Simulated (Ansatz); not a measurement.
# C8N: single-point calculation (part 3 of 3)

The same run, continued: C8N (slab, 9 atoms in the cell); DFT, PBEsol, plane waves, PAW, spin-polarised (Ansatz 0.2.0); cutoff 420 eV, 12×11×2 k-mesh, Gaussian smearing of 0.05 eV, collinear spins. The structure derives from an entry of the Crystallography Open Database. Some settings of this run were made unusual or wrong on purpose.

Geometry of the input (Å; fractional positions):
```
2.4988  0.0000  0.0000
-1.2494  2.1640  0.0000
0.0000  0.0000  25.7639
C  0.3333  0.6667  0.3299
C  0.6667  0.3333  0.3502
C  0.6667  0.3333  0.4107
C  0.3333  0.6667  0.4310
C  0.3333  0.6667  0.5398
C  0.6667  0.3333  0.5404
C  0.6667  0.3333  0.6885
C  0.3333  0.6667  0.6885
N  0.5833  1.1667  0.7227
```

**The program's output, continued**
```
SCF iter  38: F=-2332.612135 eV  HF=-2332.612339 eV  |F-HF|=2.05e-4  |Δ(HF+E_count)|=   4.41e-5  Δρ=7.54e-5 (↑6.91e-5 ↓7.54e-5)  dr2=1.92e-4  dr2_m=3.84e-7  M=0.129 μB ∫|m|=1.496 μB  β_m=0.93  ethr=7.15e-8  p=-0.053 e·Å  D=-6.85e-2 V/Å  ΔV_dip=1.76 eV  dr2_dipole=2.33e-5  V_vac-E_F(+/−)=7.09/5.32 eV  ⟨swp⟩=3.0  Hψ=11549  notcnv=0  defer=1211  recentre
SCF iter  39: F=-2332.612274 eV  HF=-2332.612332 eV  |F-HF|=5.80e-5  |Δ(HF+E_count)|=   7.12e-6  Δρ=6.38e-5 (↑5.04e-5 ↓6.38e-5)  dr2=6.10e-5  dr2_m=1.64e-7  M=0.128 μB ∫|m|=1.496 μB  β_m=0.63  ethr=7.15e-8  p=-0.053 e·Å  D=-6.84e-2 V/Å  ΔV_dip=1.76 eV  dr2_dipole=3.70e-6  V_vac-E_F(+/−)=7.09/5.33 eV  ⟨swp⟩=2.4  Hψ=11377  notcnv=0  defer=1211
SCF iter  40: F=-2332.612322 eV  HF=-2332.612325 eV  |F-HF|=2.34e-6  |Δ(HF+E_count)|=   7.33e-6  Δρ=2.23e-5 (↑1.95e-5 ↓2.23e-5)  dr2=4.25e-6  dr2_m=9.46e-8  M=0.129 μB ∫|m|=1.496 μB  β_m=0.59  ethr=7.15e-8  p=-0.053 e·Å  D=-6.83e-2 V/Å  ΔV_dip=1.76 eV  dr2_dipole=7.77e-9  V_vac-E_F(+/−)=7.09/5.33 eV  ⟨swp⟩=2.0  Hψ=10348  notcnv=0  defer=1211
SCF iter  41: F=-2332.612321 eV  HF=-2332.612325 eV  |F-HF|=3.93e-6  |Δ(HF+E_count)|=   4.39e-7  Δρ=1.85e-5 (↑1.65e-5 ↓1.85e-5)  dr2=4.84e-6  dr2_m=2.84e-8  M=0.129 μB ∫|m|=1.496 μB  β_m=0.44  ethr=1.15e-8  p=-0.053 e·Å  D=-6.83e-2 V/Å  ΔV_dip=1.76 eV  dr2_dipole=3.72e-7  V_vac-E_F(+/−)=7.09/5.33 eV  ⟨swp⟩=2.1  Hψ=9306  notcnv=0  defer=1211
SCF iter  42: F=-2332.612325 eV  HF=-2332.612325 eV  |F-HF|=9.89e-8  |Δ(HF+E_count)|=   2.61e-7  Δρ=8.81e-6 (↑8.59e-6 ↓8.81e-6)  dr2=7.05e-7  dr2_m=1.47e-8  M=0.128 μB ∫|m|=1.496 μB  β_m=0.49  ethr=1.15e-8  p=-0.053 e·Å  D=-6.83e-2 V/Å  ΔV_dip=1.76 eV  dr2_dipole=2.61e-8  V_vac-E_F(+/−)=7.09/5.33 eV  ⟨swp⟩=2.1  Hψ=8298  notcnv=0  defer=1211
SCF iter  43: F=-2332.612325 eV  HF=-2332.612325 eV  |F-HF|=4.62e-8  |Δ(HF+E_count)|=   9.17e-8  Δρ=6.21e-6 (↑6.05e-6 ↓6.21e-6)  dr2=3.17e-7  dr2_m=1.04e-8  M=0.128 μB ∫|m|=1.496 μB  β_m=0.55  ethr=1.91e-9  p=-0.053 e·Å  D=-6.83e-2 V/Å  ΔV_dip=1.76 eV  dr2_dipole=7.08e-8  V_vac-E_F(+/−)=7.09/5.33 eV  ⟨swp⟩=2.1  Hψ=8837  notcnv=0  defer=1211
SCF iter  44: F=-2332.612325 eV  HF=-2332.612325 eV  |F-HF|=1.33e-7  |Δ(HF+E_count)|=   1.37e-7  Δρ=3.43e-6 (↑3.43e-6 ↓2.95e-6)  dr2=9.10e-8  dr2_m=2.23e-9  M=0.128 μB ∫|m|=1.496 μB  β_m=0.51  ethr=2.70e-10  p=-0.053 e·Å  D=-6.84e-2 V/Å  ΔV_dip=1.76 eV  dr2_dipole=5.44e-10  V_vac-E_F(+/−)=7.09/5.33 eV  ⟨swp⟩=16.4  Hψ=54858  notcnv=0
iter 45 met the thresholds in force, and the SCF goes on: an eigenvalue changes by 10.01 meV, over its tolerance of 0.50 meV (output.eigenvalues, Limitations)
SCF iter  45: F=-2332.612325 eV  HF=-2332.612325 eV  |F-HF|=9.47e-8  |Δ(HF+E_count)|=   9.72e-8  Δρ=1.68e-6 (↑1.45e-6 ↓1.68e-6)  dr2=7.21e-9  dr2_m=1.25e-9  M=0.128 μB ∫|m|=1.496 μB  β_m=0.74  ethr=2.46e-10  p=-0.053 e·Å  D=-6.84e-2 V/Å  ΔV_dip=1.76 eV  dr2_dipole=6.18e-10  V_vac-E_F(+/−)=7.09/5.33 eV  ⟨swp⟩=6.7  Hψ=28594  notcnv=0
SCF iter  46: F=-2332.612325 eV  HF=-2332.612325 eV  |F-HF|=3.94e-8  |Δ(HF+E_count)|=   8.79e-8  Δρ=1.36e-6 (↑1.36e-6 ↓1.23e-6)  dr2=4.48e-8  dr2_m=3.90e-10  M=0.128 μB ∫|m|=1.496 μB  ethr=1.95e-11  p=-0.053 e·Å  D=-6.84e-2 V/Å  ΔV_dip=1.76 eV  dr2_dipole=1.26e-8  V_vac-E_F(+/−)=7.09/5.33 eV  ⟨swp⟩=5.2  Hψ=27945  notcnv=0
SCF 1 converged in 46 iterations: F = -2332.612325 eV  dr2 = 4.48e-8
  greatest PAW one-centre occupation: 0.881 electrons in one spin orbital (limit 2), on the N atom at site 8 (counted from 0), in its partial waves of l = 0
```

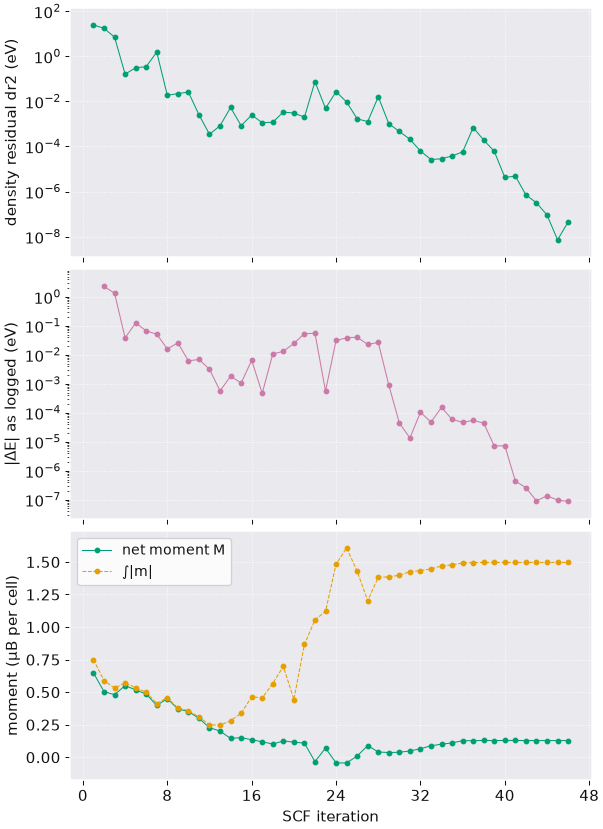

Figure 1. Convergence of the self-consistent field: density residual dr2, size of the energy change and magnetic moment against the SCF iteration. The residual falls unevenly and jumps up by a factor of two or more 10 times on the way down. The net moment goes from 0.6 to 0.1 μB per cell.

```
at 7 of the mixer's solves, the last at iteration 23, it left a direction of its history that read negative out of its fit and stepped the other way along it
SCF converged after 46 iterations
an eigenvalue changed by more than its tolerance at an iteration that met the thresholds in force, so the SCF went on 1 time: the last check found none over its tolerance
Magnetization: 0.1283 μB (18.5641 up, 18.4359 down)
Absolute magnetization: 1.4957 μB (∫|ρ↑−ρ↓|, with the PAW one-centre terms)
Spin contamination: 0.5366 ħ² per cell (⟨S²⟩ above its minimum at these occupations)
Per-site moments (μB) at R_I (Å): [(-0.27210201197998723, 0.632953651121265), (0.034723615443233456, 0.632953651121265), (-0.03720980242977507, 0.6329536514832316), (0.25602908981687794, 0.6329536514832316), (-0.013460691424071868, 0.5951427275179203), (0.037225958657103736, 0.5951427275179203), (0.002682115947000064, 0.3918305410207074), (0.01917558934197745, 0.5749631977043098), (0.018555862998538925, 0.3918305410207074)]
Free energy (F): -2332.612325 eV
Harris-Foulkes:  -2332.612325 eV  (|F-HF|=3.94e-8)
Internal energy: -2332.610072 eV  (E = F + TS)
E sigma→0 (E₀):  -2332.611199 eV
Entropy (-TS):   -0.002253 eV (-0.250 meV/atom)
Fermi energy:    1.072782 eV
Dipole field:    D = -0.068537 V/Å  (p = -0.052769 e·Å, saw-weighted, corrected)
Work function:   Φ+ = 7.0918 eV   Φ− = 5.3261 eV
Levels:          The Fermi level and band energies are counted from a zero that moves with the ramp; work functions are not
--- Per-component energies (eV) ---
  E_band       = -316.195257
  E_kinetic    = 885.769078
  E_local      = -26182.075338  (includes V_loc(G=0)·N_el)
  E_nonlocal   = 279.466590
  E_hartree    = 12667.987743
  E_xc         = -444.614046
  E_vxc        = -554.871296  (∫ρ·V_xc dr)
  E_paw        = -891.123544  (= ΣΔE_a)
  E_vpaw       = -80.547758  (= ΣTr[D̂ρ^β])
  E_aug_tail   = 0.000169  (compensation charges beyond the density's cutoff)
  E_efield     = 0.001808  (sawtooth field / dipole correction)
  E_vefield    = 0.103585  (∫n·V_field dr)
  E_ewald      = 11351.780565
  E_core_change = 0.196903  (= ΣΔE_core)
  E_smearing   = -0.002253  (= −TS)
  E_closure    = 0.000000  (closes the sum)
  Σ components = -2332.612325   (vs F -2332.612325, Δ=0.00e0)
--- Forces (eV/Å), atoms counted from 1 ---
  atom   1  C     -0.00053295    -0.00005559     4.00040161
  atom   2  C      0.00055072     0.00014362    -5.60109703
  atom   3  C      0.00044494     0.00004942     5.49416460
  atom   4  C     -0.00019022    -0.00013744    -3.96743383
  atom   5  C     -0.03476938    -0.01086264     0.06115319
  atom   6  C      0.03453151     0.00975326     0.01282101
  atom   7  C      0.00545840    25.36158103   -58.77447319
  atom   8  C     -0.00302931     6.97617462    -5.90438138
  atom   9  N     -0.00246441   -32.33665803    64.67905734
  max |Σ_I F_I| component: 2.12e-4 eV/Å
--- Stress (GPa, compression-positive) ---
        8.365569       0.031232      -0.002943
        0.031232      23.284018     -32.673138
       -0.002943     -32.673138      63.724539
  P = ⅓ Tr σ = 31.7914 GPa (317.914 kbar)
--- Band table (eV; the first three rows and the last of 268) ---
  k-point 0 ↑: bands = ["-27.0415", "-19.4890", "-18.3266", "-16.2459", "-13.0141", "-9.5554", "-9.2121", "-7.0916", "-6.5453", "-6.4451", "-2.1669", "-2.1653", "-1.8625", "-1.0006", "-1.0005", "-0.4612", "-0.3780", "0.7185", "0.7186", "2.4851", "6.0064", "6.2535", "6.4173", "7.6133", "7.6474", "7.6474", "8.0665", "8.8955", "8.8968"]
  k-point 1 ↑: bands = ["-27.0415", "-19.4890", "-18.3266", "-16.2459", "-13.0140", "-9.5552", "-9.2120", "-7.0912", "-6.5453", "-6.4449", "-2.1667", "-2.1651", "-1.8624", "-1.0003", "-1.0003", "-0.4610", "-0.3777", "0.7189", "0.7190", "2.4853", "6.0071", "6.2548", "6.4141", "7.6301", "7.6476", "7.6477", "8.0419", "8.8959", "8.8972"]
  k-point 2 ↑: bands = ["-26.8966", "-19.2844", "-18.1357", "-16.0518", "-12.9873", "-10.2657", "-9.0264", "-7.5880", "-6.3272", "-6.0100", "-2.9243", "-2.5507", "-2.0179", "-1.6973", "-1.4051", "-0.2413", "-0.1086", "0.2620", "0.3330", "2.5487", "5.7607", "6.4810", "6.6525", "7.6052", "7.8990", "8.2259", "8.3164", "8.9454", "9.5415"]
  k-point 133 ↓: bands = ["-24.5049", "-16.6123", "-14.3833", "-13.3359", "-12.1984", "-11.8735", "-11.2721", "-11.1327", "-9.5696", "-8.6970", "-5.5663", "-5.4568", "-5.2430", "-4.5078", "-2.7031", "-2.6196", "-1.5727", "-0.4966", "0.5670", "1.5571", "2.9208", "6.9066", "7.7979", "8.0607", "9.0468", "9.4292", "9.4849", "10.4090", "11.7759"]
```
